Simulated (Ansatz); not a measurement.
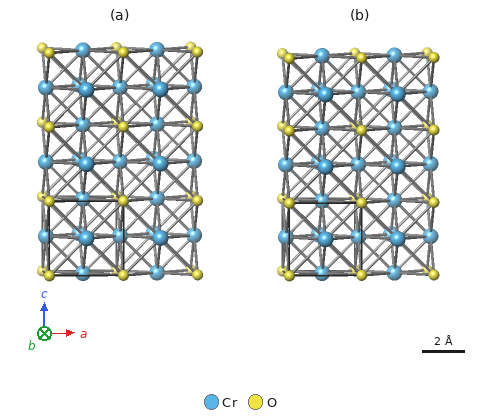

The structure of a crystal of Cr3O (built on the Cu3Au (L1_2)_221 type) (coarse preliminary run) before (left) and after (right) a relaxation, at one scale.

The picture is a ball-and-stick view of the cell of the calculation, repeated 2 × 1 × 3 with one cell outlined, seen from a free direction.

Case: Cu3Au (L1_2) type (Pm-3m, No. 221).

All numbers below come from Ansatz, DFT PBE, scalar-relativistic, plane waves, PAW. Set-up: plane-wave cutoff 420 eV; k-point mesh 6 × 6 × 6; occupations gaussian; smearing width 0.1 eV; no spin polarisation; cell and atoms relaxed; force threshold 0.04 eV/Å; at most 70 steps.

**What changed between the two?**

The atoms keep their places relative to the cell (all moves are under 0.005 Å). The volume changes by −7.3 %, with a = b = c 3.594 → 3.505 Å (−2.5 %). Some distances before and after: Cr–O 2.541 → 2.478 Å, Cr–Cr 2.541 → 2.478 Å. The space group stays Pm-3m (No. 221). After 2 accepted moves (3 points after the start) the energy has fallen by 37.3 meV per atom. All forces vanish by symmetry, so only the cell relaxes. The pressure goes from −13.32 to 0.07 GPa. The SCF was repeated once at an unchanged geometry on a basis and grid sized afresh for the cell, which shifted the energy by 1.2 meV per atom at most. Cost: 7.7 s on 1 thread of Arm Neoverse V1, with other jobs on the host, peak memory 0.32 GiB.
